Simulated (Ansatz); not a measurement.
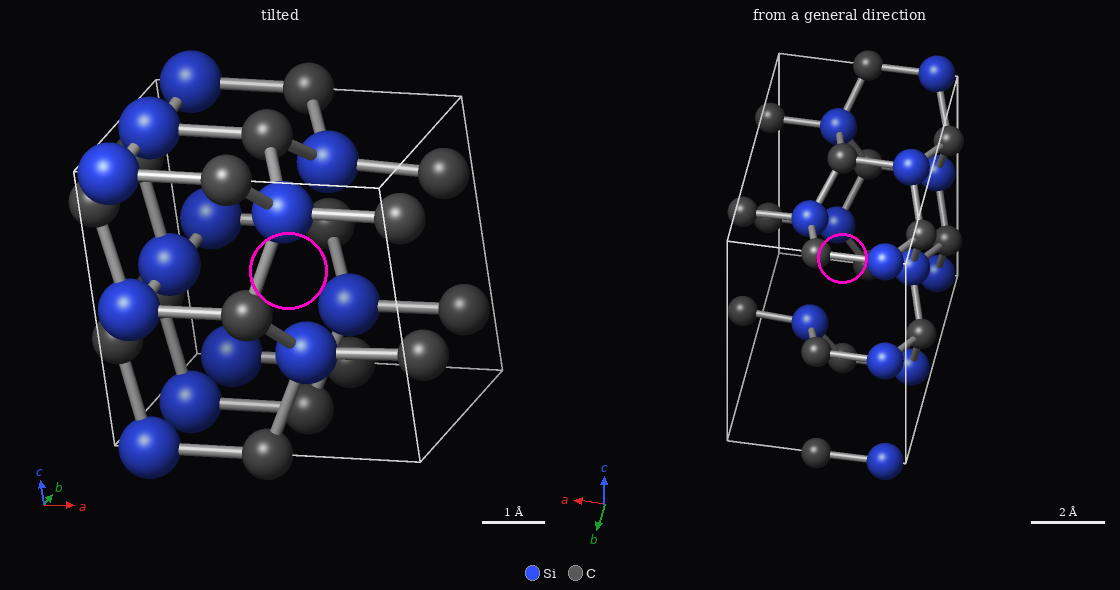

Structure drawing (ball-and-stick), viewed slightly off an axis and from a general direction. The wireframe shows the supercell. The host is SiC, in a cell of 16 sites, and the cell carries a charge of +1. A ring marks the defect's site.

**Name the defect and give its surroundings.**

A carbon vacancy. Around the empty site lie four Si at about 2.0 Å.

The numbers come from DFT PBE, scalar-relativistic, plane waves, PAW (Ansatz), using E_cut = 420 eV, k-points on a 1×1×1 grid, Gaussian smearing of 0.01 eV, collinear spins.

**Does the defective cell carry a moment?**

Yes, 1.0 μB in the cell.

The atoms were relaxed in the host's cell with DFT PBE, scalar-relativistic, plane waves, PAW (Ansatz 0.2.0).
